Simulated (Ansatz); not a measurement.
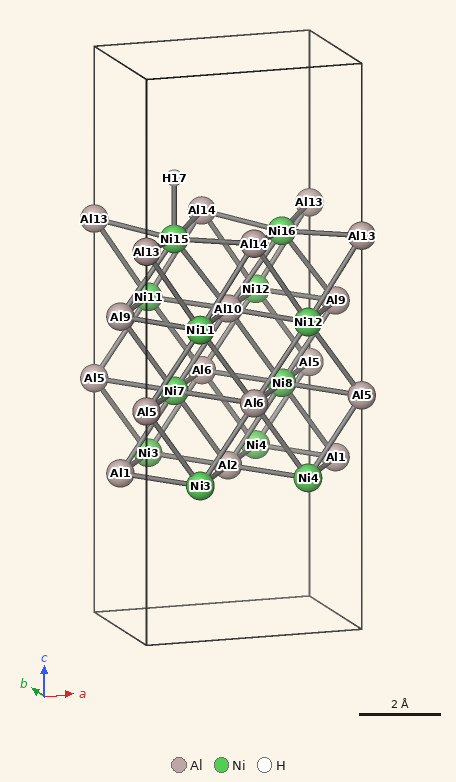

Fig. 1: The input geometry (ball-and-stick view of the cell of the calculation, with the vacuum cut short, seen slightly off an axis; atoms are numbered from 1 in the order of the input). An atom can appear more than once, as a periodic image.

**Geometry relaxation of Al8Ni8H (part 1 of 2)**

System: Al8Ni8H (slab, 17 atoms in the cell).
Method: DFT LDA, scalar-relativistic, plane waves, PAW, no spin polarisation (Ansatz 0.2.0).

The structure derives from an entry of the Crystallography Open Database. The input holds or restrains some coordinates. Forces given for the steps count only the free coordinates. Figures and captions count atoms from 1; the log counts them from 0 in places.

### Input
```yaml
crystal:
  lattice:
    - [5.6652330149, 0.0, 0.0]
    - [0.0, 4.0059246819, 0.0]
    - [0.0, 0.0, 25.0088870228]
  atoms:
    - { symbol: Al, position: [0.0, 0.5, 0.3398791794] }
    - { symbol: Al, position: [0.5, 0.5, 0.3398791794] }
    - { symbol: Ni, position: [0.25, 0.0, 0.3398791794] }
    - { symbol: Ni, position: [0.75, 0.0, 0.3398791794] }
    - { symbol: Al, position: [0.0, 0.0, 0.4199692026] }
    - { symbol: Al, position: [0.5, 0.0, 0.4199692026] }
    - { symbol: Ni, position: [0.25, 0.5, 0.4199692026] }
    - { symbol: Ni, position: [0.75, 0.5, 0.4199692026] }
    - { symbol: Al, position: [0.0, 0.5, 0.4998039865] }
    - { symbol: Al, position: [0.5, 0.5, 0.4998039865] }
    - { symbol: Ni, position: [0.25, 0.0, 0.498876466] }
    - { symbol: Ni, position: [0.75, 0.0, 0.498876466] }
    - { symbol: Al, position: [0.0, 0.0, 0.5828924748] }
    - { symbol: Al, position: [0.5, 0.0, 0.5828924748] }
    - { symbol: Ni, position: [0.25, 0.5, 0.5749467922] }
    - { symbol: Ni, position: [0.75, 0.5, 0.5749467922] }
    - { symbol: H, position: [0.25, 0.5, 0.6372731435] }
basis:
  ecutwfc: 420
kpoints:
  mp_grid: { grid: [5, 7, 1] }
hamiltonian:
  xc: lda
scf:
  occupations: { method: gaussian, width: 0.1 }
output:
  forces: true
  eigenvalues: true
  write_density: true
  write_potential: true
  elf: true
  volumetric_format: npy
relax:
  adjacent_minimum: "off"
  f_tol: 0.03
  max_steps: 70
  constraints: [{ sites: [0, 1, 2, 3, 4, 5, 6, 7] }]
efield:
  axis: 3
  dipole_correction: true
```

Run on 2 threads of Arm Neoverse V1, 24 GiB of memory available, shared host.

Launch command:
```bash
ansatz run input.yaml --threads 2 --pin off --max-ram 5120MiB --backend cpu --events-out ev --progress --plain --runs-dir out
```

### Output
```
Engine: ansatz 0.2.0, aarch64-unknown-linux-gnu
Pseudopotentials: kind: paw
Pseudopotential: Al, paw, valence charge 3, recommended cutoff 420 eV (normal), Al.paw.azcp
Pseudopotential: Ni, paw, valence charge 18, recommended cutoff 420 eV (normal), Ni.paw.azcp
Pseudopotential: H, paw, valence charge 1, recommended cutoff 420 eV (normal), H.paw.azcp
Functional definition: SPW92
  exchange = slater_x
  correlation = pw_c
Crystal: 17 atoms, lattice volume = 567.564 Å³
Basis set: ecut = 420 eV, 11145 PW (Γ)
Bands: 102, of which v1, the nominal top of the filled ones, is band 85 counted from 1 (84 counted from 0)
Symmetry: 4 space group operations
Space group: Pmm2 (ITA 25), of the structure as read, at distance tolerance 8.3e-5 Å
k-points: 12 of 35
Non-local potential: Al, projectors of the file, l = 0: 2, l = 1: 2, l = 2: 1
Non-local potential: Ni, projectors of the file, l = 0: 3, l = 1: 2, l = 2: 3, l = 3: 1
Non-local potential: H, projectors of the file, l = 0: 2, l = 1: 1
PAW form: soft (Blöchl's): semilocal exchange-correlation on the pseudo side does not see the compensation charge
PAW frozen core: Al, regenerated for the run's functional, and the local potential with it (the file was generated under x = pbe(κ = 0.804, μ = 0.2195149727645171), c = pbe(β = 0.06672455060314922))
PAW frozen core: Ni, regenerated for the run's functional, and the local potential with it (the file was generated under x = pbe(κ = 0.804, μ = 0.2195149727645171), c = pbe(β = 0.06672455060314922))
PAW one-centre angular grid: Al, 110 points (default); XC on 64 Gauss nodes
PAW one-centre angular grid: Ni, 590 points (default); XC on 64 Gauss nodes
PAW one-centre angular grid: H, 110 points (default); XC on 64 Gauss nodes
Initial density: superposition of atomic densities (neutral atoms: chi_scale 0, normalization atom), corrected by the library's trained network
Initial wavefunctions: pseudopotential atomic-orbital guess
Functional: x = slater, c = lda
SCF iter   1: F=—  HF=-50311.592181 eV  |F-HF|=—  |Δ(HF+E_count)|=         —  Δρ=1.01e-2  dr2=1.20e0  ethr=1.77e-3  p=0.025 e·Å  D=7.96e-3 V/Å  ΔV_dip=-0.20 eV  dr2_dipole=3.79e-1  V_vac-E_F(+/−)=4.93/5.12 eV  ⟨swp⟩=10.3  Hψ=6209  notcnv=0  defer=18
efield: sawtooth ramp at fractional position 0.9386 (placed from the atoms, in the widest stretch of the axis that holds none; the zero of the levels goes with the place), width 0.1000; the density the first Hamiltonian is built on has a dipole p = 0.025 e·Å; the dipole correction subtracts the counter field D = 7.96e-3 V/Å, which shifts the + side's vacuum level by -0.20 eV against the − side's; the planar-averaged density in the ramp window peaks in size at 3.8e-5 e/Å³
preconditioner: auto → LDOS  [metal: Δε(μ)=0.021 eV  Ē_g=6.139 eV  σ=0.100 eV  W_gap=0.12  n_scr=110 (ndim 8)  ℏωp=16.0 eV  f_vac=0.602  D(μ)=8.59/eV (n_scr^D=40)  β→1.0]
SCF iter   2: F=—  HF=-50311.624084 eV  |F-HF|=—  |Δ(HF+E_count)|=   3.19e-2  Δρ=1.43e-2  dr2=6.82e-1  ethr=7.08e-4  p=0.062 e·Å  D=1.99e-2 V/Å  ΔV_dip=-0.50 eV  dr2_dipole=4.63e-3  V_vac-E_F(+/−)=4.75/5.25 eV  ⟨swp⟩=2.2  Hψ=1988  notcnv=0  defer=125
SCF iter   3: F=—  HF=-50311.526827 eV  |F-HF|=—  |Δ(HF+E_count)|=   9.73e-2  Δρ=1.18e-3  dr2=1.14e-2  ethr=4.03e-4  p=0.055 e·Å  D=1.74e-2 V/Å  ΔV_dip=-0.44 eV  dr2_dipole=2.14e-3  V_vac-E_F(+/−)=4.75/5.18 eV  ⟨swp⟩=2.0  Hψ=1731  notcnv=0  defer=125
SCF iter   4: F=—  HF=-50311.526980 eV  |F-HF|=—  |Δ(HF+E_count)|=   1.53e-4  Δρ=5.75e-4  dr2=2.56e-3  ethr=6.76e-6  p=0.055 e·Å  D=1.76e-2 V/Å  ΔV_dip=-0.44 eV  dr2_dipole=2.63e-4  V_vac-E_F(+/−)=4.74/5.18 eV  ⟨swp⟩=2.3  Hψ=1889  notcnv=0  defer=125
SCF iter   5: F=—  HF=-50311.527537 eV  |F-HF|=—  |Δ(HF+E_count)|=   5.58e-4  Δρ=4.40e-4  dr2=9.93e-4  ethr=1.51e-6  p=0.056 e·Å  D=1.78e-2 V/Å  ΔV_dip=-0.44 eV  dr2_dipole=2.46e-5  V_vac-E_F(+/−)=4.74/5.19 eV  ⟨swp⟩=2.3  Hψ=1860  notcnv=0  defer=125
SCF iter   6: F=—  HF=-50311.527644 eV  |F-HF|=—  |Δ(HF+E_count)|=   1.07e-4  Δρ=1.73e-4  dr2=1.43e-4  ethr=5.88e-7  p=0.056 e·Å  D=1.78e-2 V/Å  ΔV_dip=-0.44 eV  dr2_dipole=8.50e-7  V_vac-E_F(+/−)=4.75/5.19 eV  ⟨swp⟩=2.0  Hψ=1539  notcnv=0  defer=125
SCF iter   7: F=-50311.527701 eV  HF=-50311.527690 eV  |F-HF|=1.09e-5  |Δ(HF+E_count)|=   4.57e-5  Δρ=5.65e-5  dr2=1.33e-5  ethr=1.33e-8  p=0.056 e·Å  D=1.78e-2 V/Å  ΔV_dip=-0.44 eV  dr2_dipole=3.83e-7  V_vac-E_F(+/−)=4.75/5.19 eV  ⟨swp⟩=33.4  Hψ=14913  notcnv=0
SCF 1 converged in 7 iterations: F = -50311.527701 eV  dr2 = 1.33e-5
  Residual-converged pass: ⟨swp⟩=1.0  Hψ=1272  notcnv=0  max |occ|·‖R‖ = 7.0e-9 eV (tolerance 1.0e-8 eV)  dr2=1.33e-5  dr2_onsite=2.51e-6  max |Δocc| = 3.2e-11
  greatest PAW one-centre occupation: 1.002 electrons in one spin orbital (limit 2), on the Ni atom at site 15 (counted from 0), in its partial waves of l = 1
relax step   1: F+E_penalty+E_count = -50311.52770078 eV  Δ(F+E_penalty+E_count) = +0.000e0 eV  max|allowed force component| = 1.293e0 eV/Å  Δτ_max = 0.0000 Å  (7 SCF iters, dr2 threshold 2.25e-5 eV, accepted)
Initial density: handed on by an earlier stage of this run
Initial wavefunctions: those handed on with the density
iter 1 solved again at ethr=1.19e-5 eV; its pass at ethr=3.10e-3 eV (dr2=2.01e-2 eV) is discarded
SCF iter   1: F=—  HF=-50311.578912 eV  |F-HF|=—  |Δ(HF+E_count)|=         —  Δρ=1.27e-3  dr2=1.95e-2  ethr=1.19e-5  p=0.056 e·Å  D=1.78e-2 V/Å  ΔV_dip=-0.44 eV  dr2_dipole=3.40e-3  V_vac-E_F(+/−)=4.75/5.20 eV  ⟨swp⟩=2.0  Hψ=3533  notcnv=0  defer=126
efield: sawtooth ramp at fractional position 0.9386 (handed on by an earlier solve), width 0.1000; the density the first Hamiltonian is built on has a dipole p = 0.056 e·Å; the dipole correction subtracts the counter field D = 1.78e-2 V/Å, which shifts the + side's vacuum level by -0.44 eV against the − side's; the planar-averaged density in the ramp window peaks in size at 4.2e-6 e/Å³
preconditioner: auto → LDOS  [metal: Δε(μ)=0.006 eV  Ē_g=6.149 eV  σ=0.100 eV  W_gap=0.04  n_scr=110 (ndim 8)  ℏωp=16.0 eV  f_vac=0.601  D(μ)=9.68/eV (n_scr^D=48)  β→1.0]
SCF iter   2: F=—  HF=-50311.577252 eV  |F-HF|=—  |Δ(HF+E_count)|=   1.66e-3  Δρ=1.18e-3  dr2=8.94e-3  ethr=1.15e-5  p=0.052 e·Å  D=1.67e-2 V/Å  ΔV_dip=-0.42 eV  dr2_dipole=6.31e-4  V_vac-E_F(+/−)=4.78/5.19 eV  ⟨swp⟩=2.2  Hψ=2028  notcnv=0  defer=126
SCF iter   3: F=—  HF=-50311.575545 eV  |F-HF|=—  |Δ(HF+E_count)|=   1.71e-3  Δρ=7.46e-4  dr2=1.97e-3  ethr=5.29e-6  p=0.054 e·Å  D=1.71e-2 V/Å  ΔV_dip=-0.43 eV  dr2_dipole=5.08e-6  V_vac-E_F(+/−)=4.77/5.19 eV  ⟨swp⟩=2.1  Hψ=1973  notcnv=0  defer=126
SCF iter   4: F=—  HF=-50311.575302 eV  |F-HF|=—  |Δ(HF+E_count)|=   2.43e-4  Δρ=7.26e-5  dr2=4.42e-5  ethr=1.16e-6  p=0.053 e·Å  D=1.70e-2 V/Å  ΔV_dip=-0.43 eV  dr2_dipole=3.04e-6  V_vac-E_F(+/−)=4.77/5.19 eV  ⟨swp⟩=2.2  Hψ=1784  notcnv=0  defer=126
SCF iter   5: F=-50311.575304 eV  HF=-50311.575318 eV  |F-HF|=1.41e-5  |Δ(HF+E_count)|=   1.58e-5  Δρ=7.16e-5  dr2=2.49e-5  ethr=2.61e-8  p=0.053 e·Å  D=1.70e-2 V/Å  ΔV_dip=-0.42 eV  dr2_dipole=1.52e-7  V_vac-E_F(+/−)=4.77/5.19 eV  ⟨swp⟩=27.1  Hψ=14951  notcnv=0
SCF 2 converged in 5 iterations: F = -50311.575304 eV  dr2 = 2.49e-5
relax step   2: F+E_penalty+E_count = -50311.57530394 eV  Δ(F+E_penalty+E_count) = -4.760e-2 eV  max|allowed force component| = 6.669e-1 eV/Å  Δτ_max = 0.0237 Å  (5 SCF iters, dr2 threshold 1.00e-4 eV, accepted)
SCF iter   1: F=—  HF=-50311.606164 eV  |F-HF|=—  |Δ(HF+E_count)|=         —  Δρ=2.01e-3  dr2=4.88e-2  ethr=2.50e-4  p=0.053 e·Å  D=1.70e-2 V/Å  ΔV_dip=-0.42 eV  dr2_dipole=7.91e-3  V_vac-E_F(+/−)=4.77/5.20 eV  ⟨swp⟩=3.6  Hψ=2602  notcnv=0  defer=122
efield: sawtooth ramp at fractional position 0.9386 (handed on by an earlier solve), width 0.1000; the density the first Hamiltonian is built on has a dipole p = 0.053 e·Å; the dipole correction subtracts the counter field D = 1.70e-2 V/Å, which shifts the + side's vacuum level by -0.42 eV against the − side's; the planar-averaged density in the ramp window peaks in size at 4.6e-6 e/Å³
preconditioner: auto → LDOS  [metal: Δε(μ)=0.011 eV  Ē_g=6.166 eV  σ=0.100 eV  W_gap=0.06  n_scr=110 (ndim 8)  ℏωp=16.0 eV  f_vac=0.601  D(μ)=9.47/eV (n_scr^D=44)  β→1.0]
SCF iter   2: F=—  HF=-50311.601322 eV  |F-HF|=—  |Δ(HF+E_count)|=   4.84e-3  Δρ=1.85e-3  dr2=2.28e-2  ethr=2.89e-5  p=0.045 e·Å  D=1.44e-2 V/Å  ΔV_dip=-0.36 eV  dr2_dipole=1.20e-3  V_vac-E_F(+/−)=4.83/5.19 eV  ⟨swp⟩=3.0  Hψ=2476  notcnv=0  defer=126
SCF iter   3: F=—  HF=-50311.596854 eV  |F-HF|=—  |Δ(HF+E_count)|=   4.47e-3  Δρ=1.04e-3  dr2=4.03e-3  ethr=1.35e-5  p=0.048 e·Å  D=1.52e-2 V/Å  ΔV_dip=-0.38 eV  dr2_dipole=7.92e-5  V_vac-E_F(+/−)=4.82/5.20 eV  ⟨swp⟩=2.1  Hψ=1907  notcnv=0  defer=126
SCF iter   4: F=—  HF=-50311.596340 eV  |F-HF|=—  |Δ(HF+E_count)|=   5.14e-4  Δρ=1.54e-4  dr2=2.07e-4  ethr=2.39e-6  p=0.047 e·Å  D=1.51e-2 V/Å  ΔV_dip=-0.38 eV  dr2_dipole=2.96e-5  V_vac-E_F(+/−)=4.82/5.20 eV  ⟨swp⟩=2.6  Hψ=1806  notcnv=0  defer=126
SCF iter   5: F=—  HF=-50311.596367 eV  |F-HF|=—  |Δ(HF+E_count)|=   2.67e-5  Δρ=1.19e-4  dr2=7.19e-5  ethr=1.23e-7  p=0.047 e·Å  D=1.51e-2 V/Å  ΔV_dip=-0.38 eV  dr2_dipole=1.94e-6  V_vac-E_F(+/−)=4.82/5.19 eV  ⟨swp⟩=2.0  Hψ=1935  notcnv=0  defer=126
SCF iter   6: F=-50311.596372 eV  HF=-50311.596370 eV  |F-HF|=2.02e-6  |Δ(HF+E_count)|=   3.36e-6  Δρ=5.41e-5  dr2=1.53e-5  ethr=1.64e-8  p=0.047 e·Å  D=1.51e-2 V/Å  ΔV_dip=-0.38 eV  dr2_dipole=1.99e-7  V_vac-E_F(+/−)=4.82/5.19 eV  ⟨swp⟩=27.6  Hψ=14535  notcnv=0
SCF 3 converged in 6 iterations: F = -50311.596372 eV  dr2 = 1.53e-5
relax step   3: F+E_penalty+E_count = -50311.59637218 eV  Δ(F+E_penalty+E_count) = -2.107e-2 eV  max|allowed force component| = 7.405e-2 eV/Å  Δτ_max = 0.0419 Å  (6 SCF iters, dr2 threshold 2.78e-5 eV, accepted)
SCF iter   1: F=—  HF=-50311.597071 eV  |F-HF|=—  |Δ(HF+E_count)|=         —  Δρ=2.09e-4  dr2=5.64e-4  ethr=7.43e-6  p=0.047 e·Å  D=1.51e-2 V/Å  ΔV_dip=-0.38 eV  dr2_dipole=4.58e-6  V_vac-E_F(+/−)=4.82/5.19 eV  ⟨swp⟩=2.0  Hψ=2217  notcnv=0  defer=106
efield: sawtooth ramp at fractional position 0.9386 (handed on by an earlier solve), width 0.1000; the density the first Hamiltonian is built on has a dipole p = 0.047 e·Å; the dipole correction subtracts the counter field D = 1.51e-2 V/Å, which shifts the + side's vacuum level by -0.38 eV against the − side's; the planar-averaged density in the ramp window peaks in size at 5.2e-6 e/Å³
preconditioner: auto → LDOS  [metal: Δε(μ)=0.008 eV  Ē_g=6.166 eV  σ=0.100 eV  W_gap=0.05  n_scr=110 (ndim 8)  ℏωp=16.0 eV  f_vac=0.601  D(μ)=9.40/eV (n_scr^D=44)  β→1.0]
SCF iter   2: F=—  HF=-50311.597042 eV  |F-HF|=—  |Δ(HF+E_count)|=   2.85e-5  Δρ=2.49e-4  dr2=6.04e-4  ethr=3.34e-7  p=0.048 e·Å  D=1.52e-2 V/Å  ΔV_dip=-0.38 eV  dr2_dipole=1.05e-5  V_vac-E_F(+/−)=4.81/5.19 eV  ⟨swp⟩=3.0  Hψ=2877  notcnv=0  defer=108
SCF iter   3: F=—  HF=-50311.596909 eV  |F-HF|=—  |Δ(HF+E_count)|=   1.33e-4  Δρ=1.58e-4  dr2=8.84e-5  ethr=3.34e-7  p=0.048 e·Å  D=1.52e-2 V/Å  ΔV_dip=-0.38 eV  dr2_dipole=2.14e-7  V_vac-E_F(+/−)=4.82/5.19 eV  ⟨swp⟩=2.0  Hψ=1730  notcnv=0  defer=108
SCF iter   4: F=—  HF=-50311.596936 eV  |F-HF|=—  |Δ(HF+E_count)|=   2.70e-5  Δρ=4.45e-5  dr2=7.63e-6  ethr=5.23e-8  p=0.048 e·Å  D=1.52e-2 V/Å  ΔV_dip=-0.38 eV  dr2_dipole=6.57e-9  V_vac-E_F(+/−)=4.82/5.19 eV  ⟨swp⟩=2.0  Hψ=2010  notcnv=0  defer=108
SCF iter   5: F=—  HF=-50311.596939 eV  |F-HF|=—  |Δ(HF+E_count)|=   2.09e-6  Δρ=1.33e-5  dr2=8.89e-7  ethr=4.51e-9  p=0.048 e·Å  D=1.52e-2 V/Å  ΔV_dip=-0.38 eV  dr2_dipole=1.59e-9  V_vac-E_F(+/−)=4.82/5.19 eV  ⟨swp⟩=2.6  Hψ=1740  notcnv=0  defer=108
SCF iter   6: F=-50311.596940 eV  HF=-50311.596940 eV  |F-HF|=6.34e-7  |Δ(HF+E_count)|=   1.05e-6  Δρ=2.31e-6  dr2=4.06e-8  ethr=5.92e-11  p=0.048 e·Å  D=1.52e-2 V/Å  ΔV_dip=-0.38 eV  dr2_dipole=2.82e-12  V_vac-E_F(+/−)=4.82/5.19 eV  ⟨swp⟩=21.2  Hψ=11983  notcnv=0
SCF 4 converged in 6 iterations: F = -50311.596940 eV  dr2 = 4.06e-8
relax step   4: F+E_penalty+E_count = -50311.59694019 eV  Δ(F+E_penalty+E_count) = -5.680e-4 eV  max|allowed force component| = 2.653e-2 eV/Å  Δτ_max = 0.0068 Å  (6 SCF iters, accepted)
```

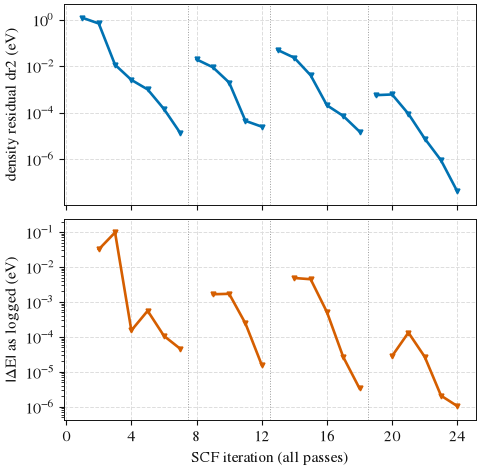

Fig. 2: Convergence of the self-consistent field: density residual dr2 and size of the energy change against the SCF iteration. The dotted lines part the SCF passes of the relaxation: geometry steps, rejected trials and re-solves on a re-selected basis. The passes take 7, 5, 6 and 6 iterations.

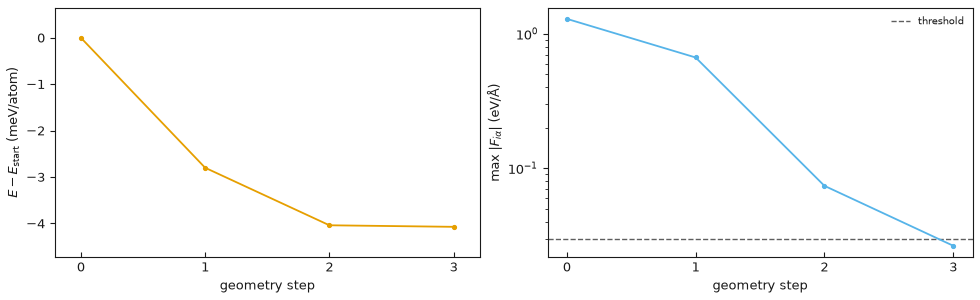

Fig. 3: Progress of the restrained relaxation, step by step (the first geometry is step 0 here and step 1 in the log).

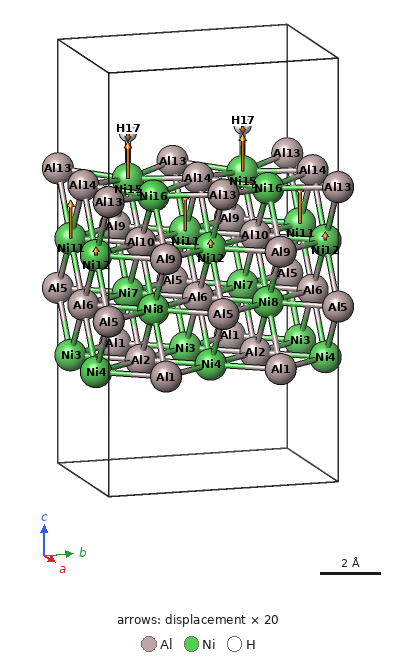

Fig. 4: The starting structure with the displacements as orange arrows, magnified 20 times (ball-and-stick view of the 1 × 2 repeat of the cell, with the vacuum cut short, seen slightly off an axis). The largest move is that of Ni11, 0.067 Å. Largest moves by element: Ni 0.067 Å, H 0.015 Å, Al 0.011 Å. The lattice vectors keep their values. Among the contacts that change: Ni15–H17 1.559 → 1.479 Å, Al10–Ni15 2.353 → 2.412 Å, Al5–Ni11 2.429 → 2.484 Å, Ni11–Al13 2.534 → 2.483 Å. Over 3 geometry steps the energy falls by 4.1 meV per atom. Largest force component: 1.3 eV/Å at the start, 0.027 eV/Å at the end. (Atoms are counted from 1 in the order of the input.)

```
WARN: The output density's exchange-correlation potential varies sharply where the density is thin. Do not read a vacuum level from v_tot or v_xc, or from such a field of the output density. On a cell that repeats whose density bears no net charge and no dipole along the vacuum's axis use v_es (v_loc + v_h of the components); under efield.dipole_correction with no amplitude use v_es + v_field, which holds any external_charges[].barrier, or the levels of the report's work_function block, which leave it out; under a non-zero efield.amplitude the vacuum is tilted and has no level; on a cell that repeats and bears such a dipole with no correction it is tilted too, and efield.dipole_correction with no amplitude gives each side of its ramp a level where efield: is served; in a cell that repeats whose density bears a net charge (total_charge, or a fill off its count) it is curved and has none; of a slab under crystal.periodic whose density bears no net charge use v_es, which has a level on each side, short of where the two are joined; of another it falls or rises all the way out and has none; of a slab beside external_charges read slab_vacuum_level instead, which it has where they leave it neutral. The grid or the basis barely resolves most such structure, and the values can differ between equally converged runs; as a rule a tighter scf.convergence.dr2_threshold does not remove it. Where the density itself ripples (under the LDA too) a higher basis.ecutwfc lessens it. The files hold the spikes' plane waves up to the density's cutoff. Files: v_tot_of_output_density and the like, and their columns of v_z.tsv (output.write_potential); v_xc_of_output_density and the like, and their columns of v_comp_z.tsv (output.write_potential_components). Measured: with its Gaussian average of σ = 0.25 Å subtracted twice, the exchange-correlation potential is over 0.1 eV at 100 of the grid points where the equally averaged density (valence and model cores) is under 1e-3 e/Å³, and 0.191 eV at the most among them, at an averaged density of 2.0e-5 e/Å³. The input density's (outcome.potential() and, of a run that writes arrays, v_tot and v_xc) is over 0.1 eV, so measured, at 2356 points of its own thin density, 0.222 eV at the most. See output.write_potential in the manual, Limitations
SCF converged after 6 iterations
Free energy (F): -50311.596940 eV
Harris-Foulkes:  -50311.596940 eV  (|F-HF|=6.34e-7)
Internal energy: -50311.549906 eV  (E = F + TS)
E sigma→0 (E₀):  -50311.573423 eV
Entropy (-TS):   -0.047034 eV (-2.767 meV/atom)
Fermi energy:    1.326500 eV
Dipole field:    D = 0.015184 V/Å  (p = 0.047626 e·Å, saw-weighted, corrected)
Work function:   Φ+ = 4.8152 eV   Φ− = 5.1949 eV
Levels:          The Fermi level and band energies are counted from a zero that moves with the ramp; work functions are not
```
